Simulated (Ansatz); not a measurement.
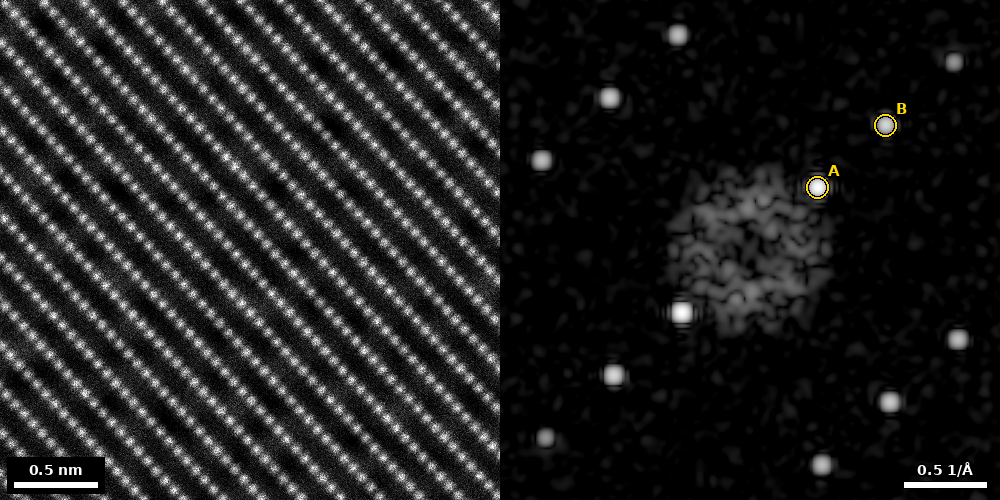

HAADF-like image of a crystal. Simulated incoherent Z contrast: every atom adds Z^1.7 spread by a probe of 0.50 Å full width; channelling and multiple scattering are left out. Shot noise and the speckle of an amorphous layer were added.

The right panel is the modulus of the image's Fourier transform on a logarithmic scale.

Which lattice spacings do the marked spots stand for, and what angle do A and B enclose?

Answer. A: 1.8 Å, B: 0.9 Å; A and B enclose about 0°.

The crystal is Cu (Fm-3m, No. 225) along [210]; the spots are (002) and (004). Structure: the geometry given to an electronic-structure calculation, possibly off equilibrium.
